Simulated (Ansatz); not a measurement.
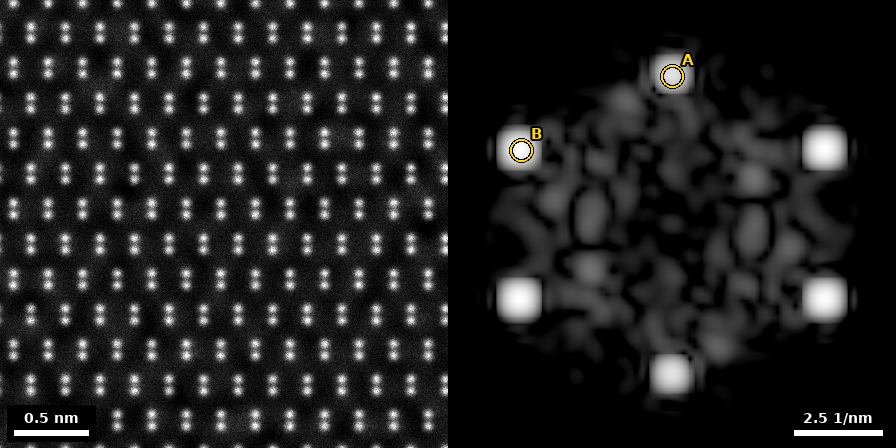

Dark-field STEM-like image of Rh (P6_3/mmc, No. 194) along [101]. The image is simulated as a sum over atoms of Z^1.7, blurred by a 0.50 Å probe (no channelling). The probe carries 25 % of its weight in a tail 2.5 times as wide. Shot noise and the speckle of an amorphous layer were added. Model: coordinates from a relaxation with DFT PBE, scalar-relativistic, plane waves, PAW in Ansatz 0.2.0; the starting structure was generated, so it need not be a known form of this composition.

The right panel is the modulus of the image's Fourier transform on a logarithmic scale.

a = 2.725 Å, b = 2.725 Å, c = 4.385 Å, α = 90.00°, β = 90.00°, γ = 120.00°

Index the marked spots and give their plane spacings (the zone axis points at the viewer; indices equivalent by symmetry, or all signs reversed, are as good).

A: (010), d = 2.36 Å; B: (-1 1 1), d = 2.08 Å. A and B enclose 64°, and every spot obeys the zone law hu + kv + lw = 0 for [101].
